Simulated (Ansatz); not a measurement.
System: GaSb, space group F-43m (No. 216), 2 atoms in the cell, zincblende type, hydrostatic strain −3.0%.

```xyz
2
Lattice="0.0000 2.9739 2.9739 2.9739 0.0000 2.9739 2.9739 2.9739 0.0000" Properties=species:S:1:pos:R:3 pbc="T T T"
Ga    0.0000    0.0000    0.0000
Sb    1.4870    1.4870    1.4870
```

Computed with Ansatz 0.2.0: DFT, HSE06, plane waves, PAW, no spin polarisation, 6×6×6 k mesh, 420 eV cutoff.

Predict the main features of the density of states.

There is a gap; over the k points computed it is 1.25 eV (indirect; the smallest direct gap is 1.54 eV). The upper group of valence states starts about 7.8 eV under the valence-band top, with a gap beneath it; it holds about 6 electrons a cell.

The cell is at 6 GPa in this functional. Spin-orbit coupling is left out, which matters for Sb.

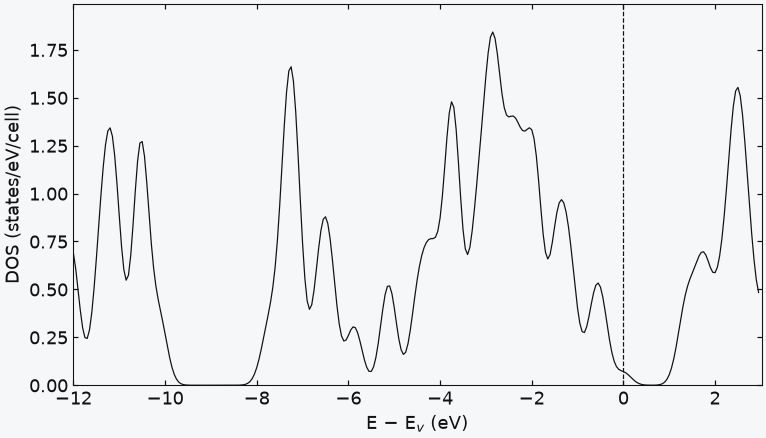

Density of states. Energies are counted from the top of the valence band. The curve is built from the levels of the k mesh with Gaussians 0.4 eV wide, which also blur the band edges.
